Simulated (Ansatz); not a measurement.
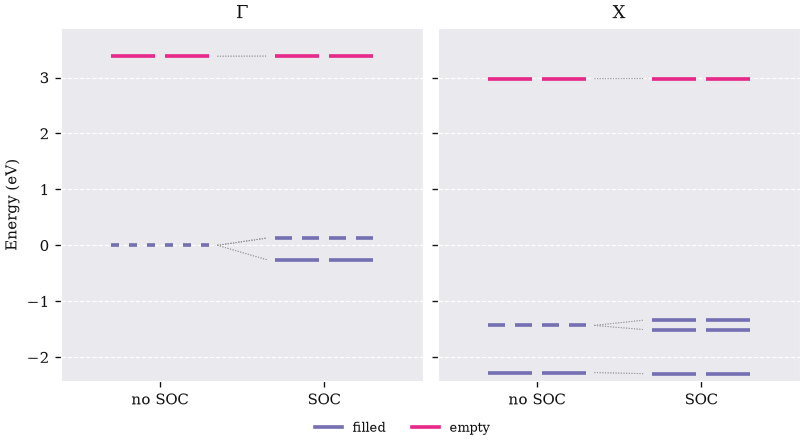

Levels at Γ and X, each bar one state with spin counted. Zero is the valence top without spin-orbit coupling, and the two sets are aligned on the mean of the six top valence states at Γ.

System: antifluorite-type Li2Se, space group Fm-3m (No. 225), 3 atoms in the primitive cell; cubic a = 6.005 Å. Run without spin-orbit coupling: PBE, Ansatz PAW, 8×8×8 k mesh, 420 eV cutoff, Fermi-Dirac smearing of 0.05 eV (Ansatz 0.2.0). Run with it: PBE, Ansatz PAW, 8×8×8 k mesh, 420 eV cutoff, Fermi-Dirac smearing of 0.05 eV (Ansatz 0.2.0). Neither carries moments.

Q: How does spin-orbit coupling split the valence top at Γ?

A: The threefold valence top at Γ (six states with spin) splits into a fourfold level on top and a twofold one 0.39 eV below it, the split-off level.

Q: What happens to the direct gaps?

A: The vertical gap goes from 3.38 to 3.26 eV at Γ and from 4.41 to 4.32 eV at X. A third of the splitting is 0.13 eV, which accounts for the change at Γ: the fourfold level rises by about that much.

Q: And the smallest gap over all k points computed?

A: It narrows from 2.98 eV (valence top at Γ, conduction bottom at X) to 2.85 eV.

LDA, GGA and most meta-GGA functionals understate gaps.
